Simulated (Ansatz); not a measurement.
Crystal: Mo, coordinates from a relaxation with DFT PBEsol, scalar-relativistic, plane waves, PAW in Ansatz; the starting structure was generated, so it need not be a known form of this composition.

```xyz
8
Lattice="4.9946 0.0000 0.0000 0.0000 4.9946 0.0000 0.0000 0.0000 4.9946" Properties=species:S:1:pos:R:3 pbc="T T T"
Mo    2.4973    2.4973    2.4973
Mo    0.0000    0.0000    0.0000
Mo    1.2486    0.0000    2.4973
Mo    2.4973    1.2486    0.0000
Mo    2.4973    3.7459    0.0000
Mo    3.7459    0.0000    2.4973
Mo    0.0000    2.4973    3.7459
Mo    0.0000    2.4973    1.2486
```

Q: What does its first Brillouin zone look like, and which path through it is standard?

A: It has a simple cubic lattice (cP; extended symbol cP2). The zone is a cube: 6 faces (6 with 4 edges), 12 edges, 8 vertices. Path: Γ–X–M–Γ–R–X | R–M.

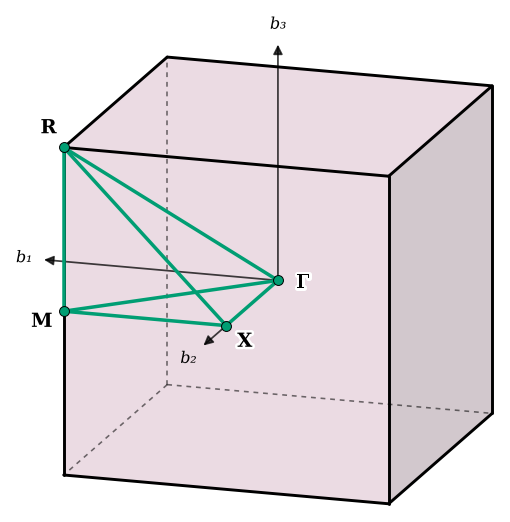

Labels and path follow the convention of Hinuma et al. (2017), as computed by seekpath; the arrows show the directions of the reciprocal primitive vectors b₁, b₂, b₃, in which coordinates are given; lengths include the factor 2π.

```csv
point,k₁,k₂,k₃,length of k (1/Å)
Γ,0,0,0,0.000
R,1/2,1/2,1/2,1.089
M,1/2,1/2,0,0.890
X,0,1/2,0,0.629
```
